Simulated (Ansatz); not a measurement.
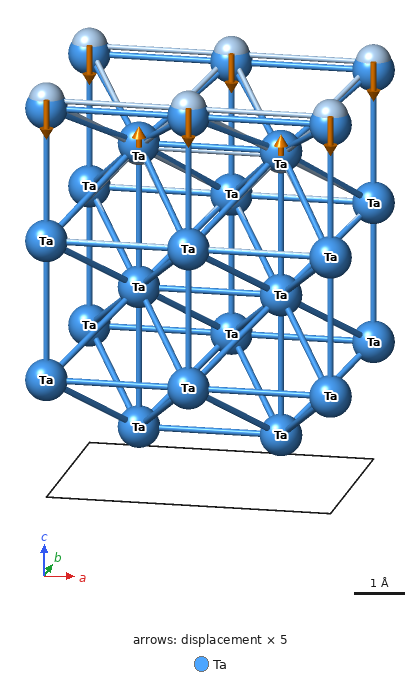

This is a constrained relaxation of a slab of composition Ta (cut from the Fm-3m phase). The starting structure is drawn faded, the final one solid; orange arrows show the displacements, 5 times their true length.

A ball-and-stick model of the 2 × 1 repeat of the cell, outlined in the plane, without the vacuum, seen slightly off an axis.

Case: clean slab, lower half held. The slab is the (1 1 0) face of Ta. 3 atoms are held fixed.

These are results of Ansatz, DFT PBEsol, scalar-relativistic, plane waves, PAW, not measurements.

Input file:
```yaml
crystal:
  lattice:
    - [2.9525883356, 0.0, 0.0]
    - [0.0, 4.1755904683, 0.0]
    - [0.0, 0.0, 24.381470839]
  atoms:
    - { symbol: Ta, position: [0.5, 0.5, 0.348625399] }
    - { symbol: Ta, position: [0.0, 0.0, 0.4091752394] }
    - { symbol: Ta, position: [0.5, 0.5, 0.4697250798] }
    - { symbol: Ta, position: [0.0, 0.0, 0.5302749202] }
    - { symbol: Ta, position: [0.5, 0.5, 0.5908247606] }
    - { symbol: Ta, position: [0.0, 0.0, 0.651374601] }
basis:
  ecutwfc: 420
kpoints:
  mp_grid: { grid: [10, 7, 1] }
hamiltonian:
  xc: pbesol
scf:
  occupations: { method: gaussian, width: 0.1 }
output:
  forces: true
  eigenvalues: true
relax:
  adjacent_minimum: "off"
  f_tol: 0.03
  max_steps: 70
  constraints: [{ sites: [0, 1, 2] }]
efield:
  axis: 3
  dipole_correction: true
  ramp_width: 0.04
```

Run as
```bash
ansatz run input.yaml --threads 4 --pin off --max-ram 10240MiB --backend cpu --events-out ev --progress --plain --runs-dir out
```

Describe the change and its energy.

Over 3 geometry steps the energy falls by 0.186 eV per cell of the calculation. Largest force component: 1.7 eV/Å at the start, 0.0096 eV/Å at the end. Ta6 moves most: 0.17 Å along the normal (−c). The lattice vectors keep their values. Near-neighbour distances that change, for instance: Ta4–Ta6 2.953 → 2.801 Å, Ta5–Ta6 2.953 → 2.833 Å, Ta3–Ta5 2.953 → 3.042 Å, Ta4–Ta5 2.953 → 3.006 Å.
